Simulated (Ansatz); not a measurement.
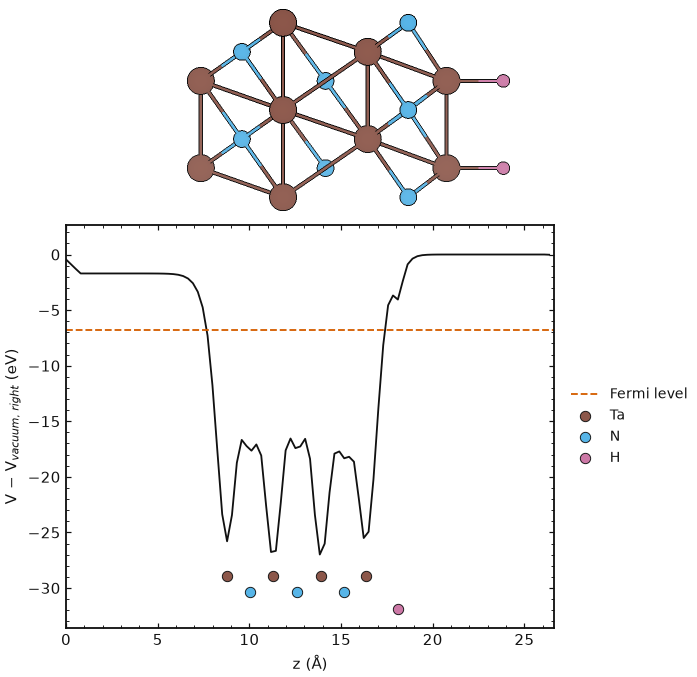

Plane-averaged electrostatic potential energy of an electron across the slab; circles at the bottom mark the heights of the atoms (positions after relaxation). The structure is drawn too.

This input was run:

```
crystal:
  lattice:
    - [3.1088180366, 0.0, 0.0]
    - [-1.5544090183, 2.6923153954, 0.0]
    - [0.0, 0.0, 26.6150178928]
  atoms:
    - { symbol: Ta, position: [0.3333333333, 0.6666666667, 0.3193685623] }
    - { symbol: "N", position: [0.6666666667, 0.3333333333, 0.3670547842] }
    - { symbol: Ta, position: [0.0, 0.0, 0.4147410061] }
    - { symbol: "N", position: [0.3333333333, 0.6666666667, 0.4629193426] }
    - { symbol: Ta, position: [0.6666666667, 0.3333333333, 0.5111939782] }
    - { symbol: "N", position: [0.0, 0.0, 0.5584016854] }
    - { symbol: Ta, position: [0.3333333333, 0.6666666667, 0.6038236704] }
    - { symbol: H, position: [0.3333333333, 0.6666666667, 0.6797206699] }
basis:
  ecutwfc: 500
kpoints:
  mp_grid: { grid: [9, 9, 1] }
hamiltonian:
  xc: r2scan
scf:
  occupations: { method: gaussian, width: 0.1 }
output:
  forces: true
  eigenvalues: true
  write_density: true
  write_potential: true
  elf: true
  volumetric_format: npy
relax:
  adjacent_minimum: "off"
  f_tol: 0.03
  max_steps: 70
  constraints: [{ sites: [0, 1, 2] }]
efield:
  axis: 3
  dipole_correction: true
  ramp_width: 0.04
```

Launched with:
```bash
ansatz run input.yaml --threads 2 --pin off --max-ram 5120MiB --backend cpu --events-out ev --progress --plain --runs-dir out
```

**Read off the work function of each face.**

The work function is 6.82 eV at the right face and 5.11 eV at the left.

**Do the two faces differ, and what does that say about the slab's dipole?**

The vacuum level is 1.70 eV higher at the right than at the left, so the slab carries a dipole along its normal; the ramp in the vacuum, at or near the edge of the plot, is the dipole correction that keeps each side flat. Some atoms were held fixed in the relaxation, which can itself make the faces differ.

**How thick are slab and vacuum?**

The outermost atoms are 9.3 Å apart, which leaves 17.3 Å of vacuum in a cell 26.6 Å high.

Spin-orbit coupling is left out, which matters for Ta.
